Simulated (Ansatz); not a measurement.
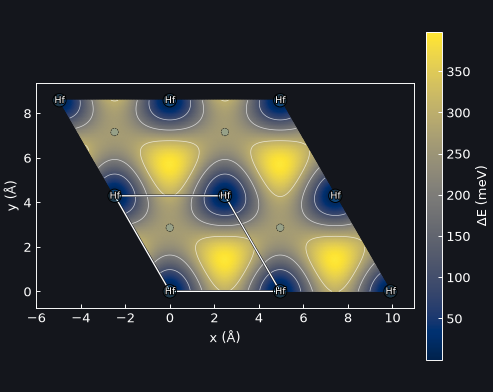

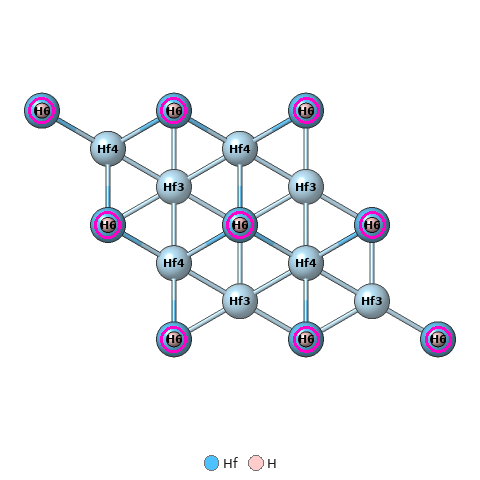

Energy landscape of H on a Hf(111) slab cut from the Im-3m phase, its upper half relaxed before the scan (5 atoms of substrate and one adsorbate in a 1 × 1 cell). H is moved over the surface cell at a fixed height above a rigid substrate; the origin of the map has the adsorbate above Hf5; the height is held at 3.30 Å. Places are given modulo a cell vector. The map is drawn in real space over the plane of the surface. The grid has 9 × 9 points; 19 points were computed and 62 follow by symmetry. Energies: meV, counted from the lowest grid point. The runs have no spin polarisation, so an open-shell adsorbate far from the surface lies too high. With one adsorbate in each 1 × 1 cell, its nearest image is 5.0 Å away, so neighbouring adsorbates interact. At a fixed height the lowest place need not be the adsorption site. Computed with DFT PBE+D3(BJ), scalar-relativistic, plane waves, PAW in Ansatz 0.2.0. Settings: cutoff 420 eV, k-mesh 6×6×1, gaussian smearing 0.1 eV, no spin polarisation.

In the figure: a smooth colour map with a few white contour lines, labelled circles for the atoms of the top layer and small ones for the second layer, the outline of one cell of the 2 × 2 shown. Between grid points the surface is interpolated. The second picture is the structure at the lowest point; rings mark the moved atoms.

Question: What does the map say about the system?

Answer: The lowest grid point is at the top site over a surface Hf atom, (0/9, 0/9) of the cell vectors. The highest grid point, a threefold hollow over a third-layer Hf atom, (6/9, 3/9) of the cell vectors, lies 398 meV above the lowest. On the interpolated surface the easiest way out of the lowest well to its copy in the next cell or period passes a barrier of about 260 meV.

Grid values (meV):

```csv
"second ↓, first →",0/9,1/9,2/9,3/9,4/9,5/9,6/9,7/9,8/9
8/9,39,96,180,249,275,249,180,96,39
7/9,133,180,230,261,261,230,180,133,114
6/9,233,249,261,265,261,249,233,222,222
5/9,295,275,261,261,275,295,310,316,310
4/9,295,249,230,249,295,343,373,373,343
3/9,233,180,180,233,310,373,398,373,310
2/9,133,96,133,222,316,373,373,316,222
1/9,39,39,114,222,310,343,310,222,114
0/9,0,39,133,233,295,295,233,133,39
```

Each point was launched as `ansatz run input.yaml --threads 1 --pin off --max-ram 3072MiB --backend cpu --events-out ev --progress --plain --runs-dir out`. The whole map (19 points run) took 18 min on 1 thread of AMD EPYC 7R43 64-Core Processor (Zen 3), on a shared host.
